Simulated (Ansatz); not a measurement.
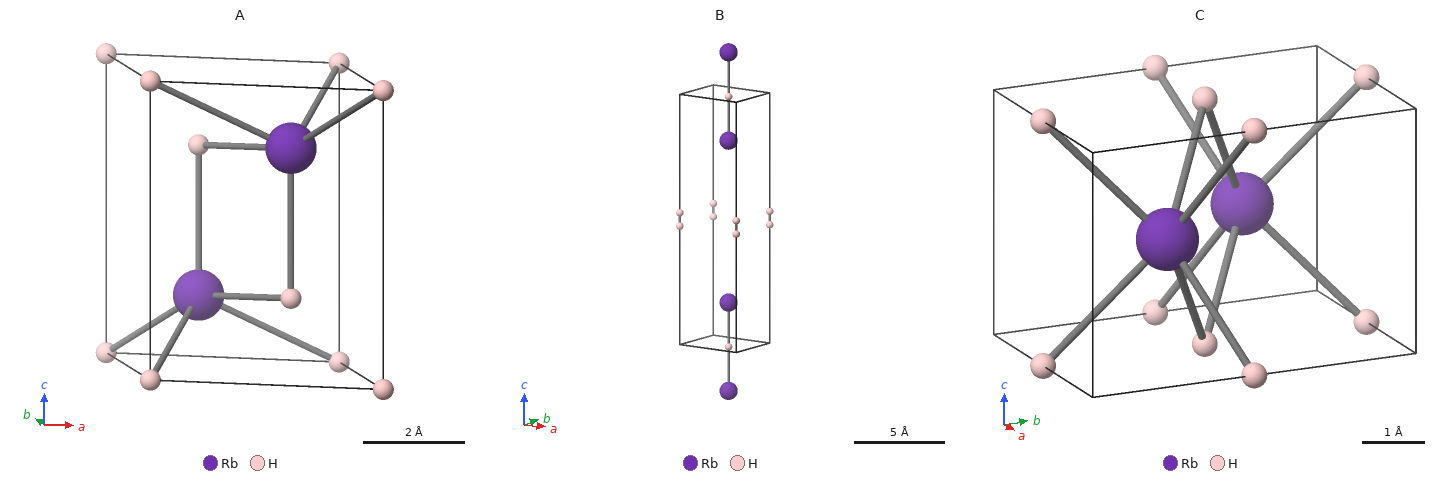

Three structures of Rb2H3, each relaxed to rest (conventional cells in solid outline, small ones repeated, each panel with its own scale). Method: DFT PBE, scalar-relativistic, plane waves, PAW (Ansatz), without spin polarisation.

Name the structure in each panel.

Answer. A: 5 atoms a cell on a primitive hexagonal lattice, P-3m1; B: 5 atoms a cell on a primitive hexagonal lattice, P-6m2; C: 5 atoms a cell on a primitive hexagonal lattice, P6/mmm.

Which of these is lowest in energy, and how far above it do the others lie?

Answer. B, then A (+162 meV/atom) and C (+250 meV/atom), energies at zero smearing.

Collect the results in a table.

Answer.
| panel | structure | E − E(lowest) (meV/atom) | volume (Å³/atom) | gap (eV) |
| --- | --- | --- | --- | --- |
| B | P-6m2 | 0 | 63.6 | metal |
| A | P-3m1 | 162 | 25.3 | metal |
| C | P6/mmm | 250 | 35.6 | metal |

Some of these may be structure types tried for this composition rather than known phases, and the most stable form need not be among them. Gaps are taken on the k-mesh or band path of each run.
